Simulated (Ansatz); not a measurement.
Structure data:

```cif
data_structure
_symmetry_space_group_name_H-M 'P 1'
_symmetry_Int_Tables_number 1
_cell_length_a 3.1976
_cell_length_b 3.1976
_cell_length_c 5.2287
_cell_angle_alpha 90.000
_cell_angle_beta 90.000
_cell_angle_gamma 120.000
_cell_volume 46.30
loop_
_atom_site_label
_atom_site_type_symbol
_atom_site_fract_x
_atom_site_fract_y
_atom_site_fract_z
_atom_site_occupancy
Co1 Co 0.33333 0.66667 0.00347 1
Co2 Co 0.66667 0.33333 0.50347 1
O1 O 0.33333 0.66667 0.37161 1
O2 O 0.66667 0.33333 0.87161 1
```

Question: What crystal do these data define?

Answer: The material is CoO. The structure has P6_3mc (No. 186) symmetry and a primitive hexagonal lattice. The arrangement is known as wurtzite. With Z = 2, the cell contains 2 Co, 2 O. The neighbours of Co are four O in a tetrahedral arrangement at 1.92 to 1.97 Å. The coordination shell of O holds four Co in a tetrahedral arrangement at 1.92 to 1.97 Å. The bonds build a three-dimensional framework.

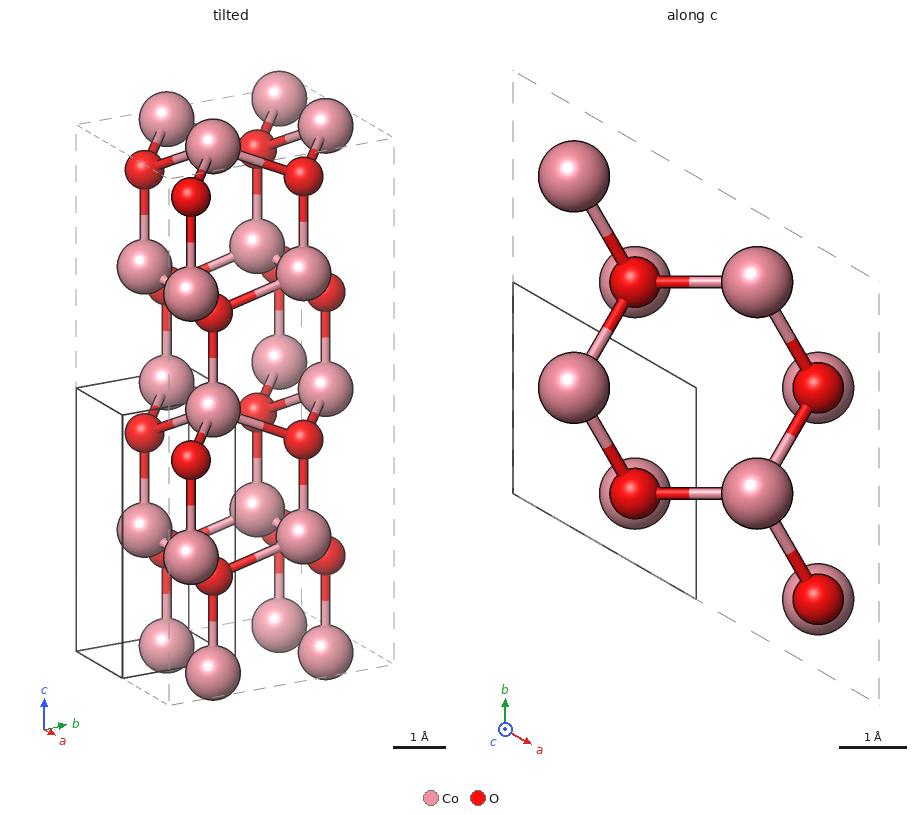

The crystal in a ball-and-stick representation, seen slightly off an axis and along the c axis. The drawing covers 2×2×2 cells, and the solid lines enclose one conventional unit cell. Colours: cobalt pink, oxygen red.

Starting structure: a structure listed in the Materials Project. Earlier steps of the study, as a rule a relaxation of our own, may have changed the cell and positions, so they can lie some per cent off the listed ones. Ansatz was used for an electronic-structure calculation on it.

At this level of theory the run's own cell isn't at rest (stretched, at -7 GPa and forces up to 2.7 eV/Å), so its distances can differ from those at equilibrium, the more so the softer the solid.
